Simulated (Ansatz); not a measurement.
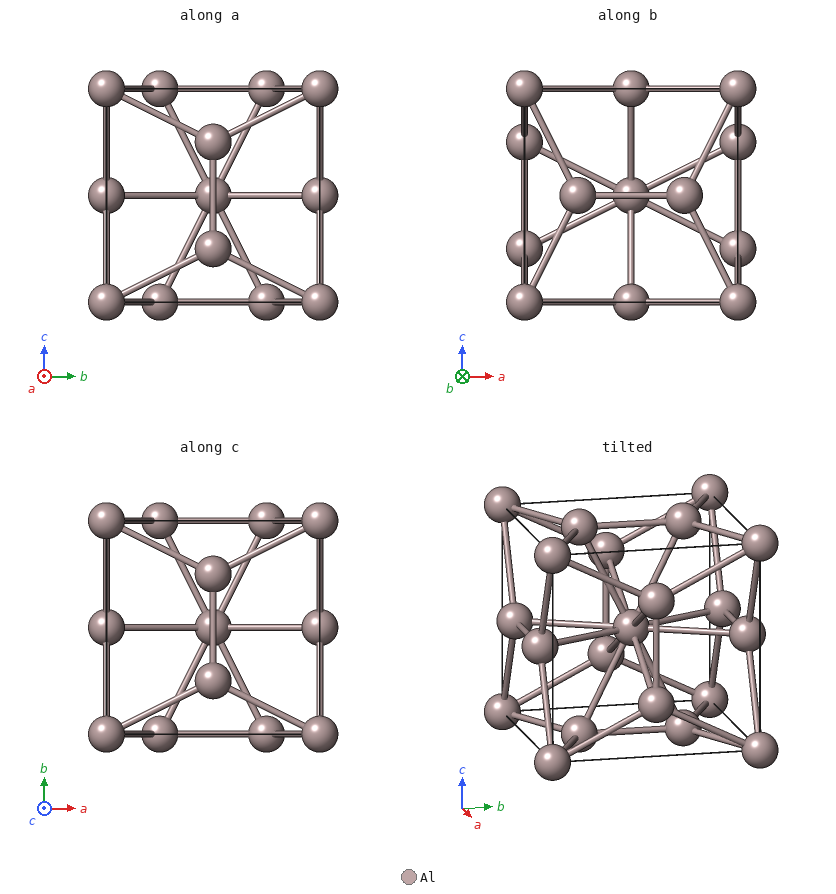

We look at a ball-and-stick model of the crystal along the a axis, along the b axis, along the c axis and slightly off an axis. One conventional unit cell is framed, with atoms on its boundary repeated.

Lattice parameters: a = 5.246 Å, b = 5.246 Å, c = 5.246 Å, α = 90.00°, β = 90.00°, γ = 90.00°. Put a along x and b in the xy plane.

Transcribe the picture into a POSCAR file.

Answer.
```
Al
1.0
     5.246    0.000    0.000
     0.000    5.246    0.000
     0.000    0.000    5.246
Al
8
Direct
  0.0000 0.0000 0.0000
  0.5000 0.5000 0.5000
  0.2500 0.0000 0.5000
  0.7500 0.0000 0.5000
  0.5000 0.2500 0.0000
  0.5000 0.7500 0.0000
  0.0000 0.5000 0.2500
  0.0000 0.5000 0.7500
```

The cell started as a structure type filled with this element by a generator (whether the element takes this form wasn't checked). Earlier steps of the study may have refined or changed the cell and positions. It was the input of a calculation with Ansatz.
